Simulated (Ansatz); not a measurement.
A series of calculations on Ga

Part 1: Relaxation

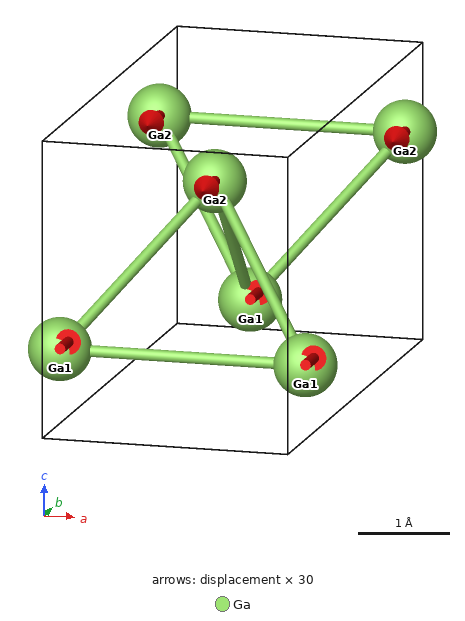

This is a relaxation of solid Ga (set up in C2/c). The starting structure is drawn; red arrows show the displacements (the part carried along by the change of the cell is left out), magnified 30 times.

A ball-and-stick model of the conventional cell (2 times the calculation's cell), seen slightly off an axis. Lengths and directions refer to the drawn axes.

These are results of DFT PBE, scalar-relativistic, plane waves, PAW (Ansatz 0.2.0), not measurements.

The input:
```yaml
crystal:
  lattice:
    - [1.383, -4.0265, 0.0]
    - [1.383, 4.0265, 0.0]
    - [-0.11745, 0.0, 3.32993]
  atoms:
    - { symbol: Ga, position: [0.869, 0.131, 0.25] }
    - { symbol: Ga, position: [0.131, 0.869, 0.75] }
basis:
  ecutwfc: 420
kpoints:
  mp_grid: { grid: [16, 16, 12] }
hamiltonian:
  xc: pbe
scf:
  occupations: { method: gaussian, width: 0.1 }
output:
  forces: true
  stress: true
  eigenvalues: true
relax:
  adjacent_minimum: "off"
  f_tol: 0.005
  max_steps: 80
  cell: { stress_tol: 0.05 }
```

Q: Describe the change and its energy.

A: The energy falls by 5.6 meV per atom in 4 accepted moves (5 points after the start). Largest force component: 0.19 eV/Å at the start, 0.0014 eV/Å at the end. Pressure: 1.72 GPa at the start and −0.03 GPa at the end. The SCF was repeated once at an unchanged geometry on a basis and grid sized afresh for the cell, which shifted the energy by 0.2 meV per atom at most. The largest moves relative to the cell, 0.025 Å, are those of Ga1 and Ga2. Ga2 goes along −b. The volume changes by +3.3 %, with a 2.766 → 2.808 Å (+1.5 %), b 8.053 → 8.060 Å (+0.1 %), c 3.332 → 3.391 Å (+1.8 %), β 92.0° → 93.0°. Among the contacts that change: Ga1–Ga2 2.688 → 2.746 Å, Ga1–Ga1 2.766 → 2.808 Å, Ga1–Ga2 (another image) 2.863 → 2.844 Å, Ga1–Ga2 (another image) 2.920 → 2.931 Å. The space group stays C2/c (No. 15).

Part 2: Relaxation

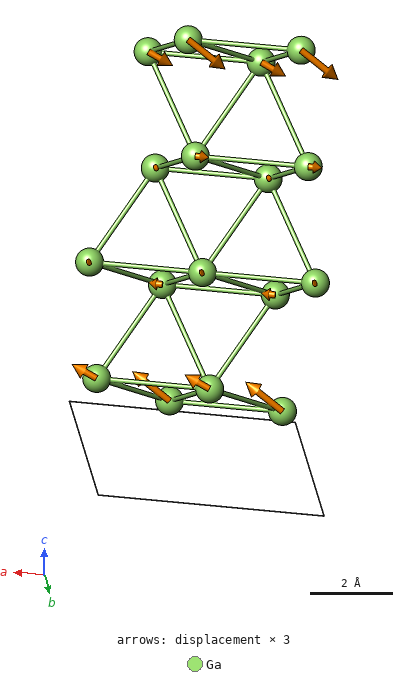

A relaxation of a slab of composition Ga (cut from the C2/c phase). The starting structure is drawn; orange arrows show the displacements, magnified 3 times.

A ball-and-stick model of the 2 × 1 repeat of the cell, outlined in the plane, without the vacuum, seen from a free direction.

Case: (0 0 1) slab, atoms relaxed. The slab is the (0 0 1) face of Ga.

Computed with DFT PBE, scalar-relativistic, plane waves, PAW in Ansatz.

Input
```yaml
crystal:
  lattice:
    - [2.8080461736, 0.0, 0.0]
    - [-1.4040230868, 4.0297821342, 0.0]
    - [0.0, 0.0, 26.8512042258]
  atoms:
    - { symbol: Ga, position: [0.181498887, 0.2681000617, 0.2793170815] }
    - { symbol: Ga, position: [0.9450313961, 0.7318999383, 0.342369344] }
    - { symbol: Ga, position: [0.2447640286, 0.2681000617, 0.4054216064] }
    - { symbol: Ga, position: [0.0082965376, 0.7318999383, 0.4684738688] }
    - { symbol: Ga, position: [0.3080291701, 0.2681000617, 0.5315261312] }
    - { symbol: Ga, position: [0.0715616792, 0.7318999383, 0.5945783936] }
    - { symbol: Ga, position: [0.3712943117, 0.2681000617, 0.657630656] }
    - { symbol: Ga, position: [0.1348268207, 0.7318999383, 0.7206829185] }
basis:
  ecutwfc: 420
kpoints:
  mp_grid: { grid: [13, 9, 1] }
hamiltonian:
  xc: pbe
scf:
  occupations: { method: gaussian, width: 0.1 }
output:
  forces: true
  eigenvalues: true
relax:
  adjacent_minimum: "off"
  f_tol: 0.02
  max_steps: 60
efield:
  axis: 3
  dipole_correction: true
```

Q: Describe the change and its energy.

A: The largest moves relative to the layer's centre, 0.40 Å, are those of Ga1 and Ga8. Ga8 goes at 53° to the normal (−c side). The lattice vectors keep their values. Among the contacts that change: Ga1–Ga2 2.931 → 2.802 Å, Ga2–Ga3 2.931 → 2.813 Å, Ga1–Ga2 (another image) 2.746 → 2.660 Å, Ga2–Ga3 (another image) 2.746 → 2.694 Å. Among the angles between lasting bonds that change: Ga2–Ga1–Ga2 97.4° → 102.7°, Ga2–Ga1–Ga2 99.5° → 102.4°, Ga1–Ga1–Ga2 62.5° → 59.8°. The energy falls by 96.8 meV per cell of the calculation in 4 geometry steps. The largest force component goes from 0.29 to 0.0083 eV/Å.

Part 3: A change

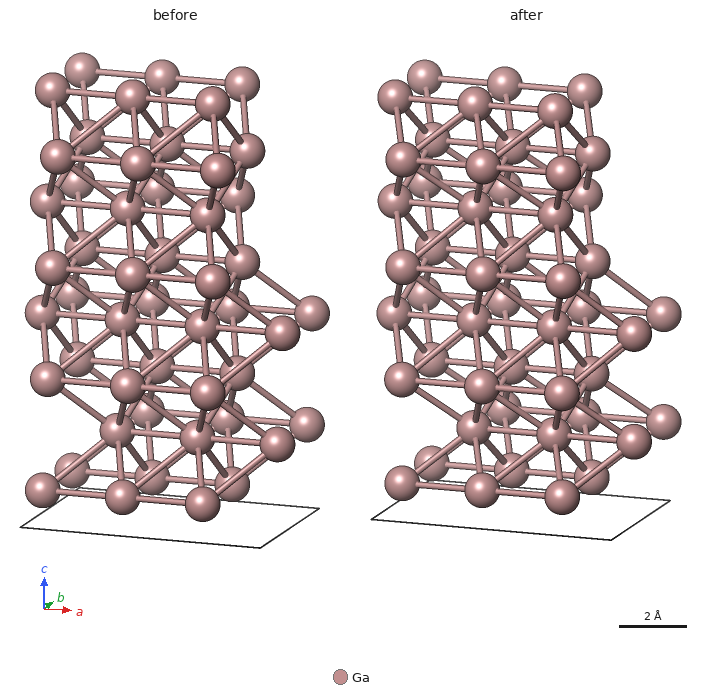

Left: a (0 0 1) slab of Ga as cut from the relaxed bulk. Right: the same structure after one change, at the same scale. The picture is a ball-and-stick view of the 3 × 2 repeat of the cell, outlined in the plane, without the vacuum, seen slightly off an axis.

All numbers below come from Ansatz 0.2.0, DFT PBE, scalar-relativistic, plane waves, PAW. Settings: plane-wave cutoff 420 eV; occupations gaussian; smearing width 0.1 eV; no spin polarisation. The k-mesh is chosen for each cell (13×9×10, 13×9×1).

The atoms of the slab are relaxed at the bulk's in-plane cell.

**And its effect?**

The surface energy (mean of the two faces) falls from 0.52 to 0.45 J/m². The top spacing, between the Ga and Ga planes, goes from 1.69 to 1.55 Å (−8.2 %), the bottom one (Ga to Ga) from 1.69 to 1.55 Å (−8.2 %). The work function of the top face goes from 3.84 to 3.89 eV. The cell doesn't change. The largest moves relative to the layer's centre, 0.40 Å, are those of Ga atoms. Near-neighbour distances before and after: Ga–Ga 2.931 → 2.802 to 2.918 Å, Ga–Ga 2.746 → 2.660 to 2.778 Å, Ga–Ga 2.844 → 2.815 to 2.887 Å.
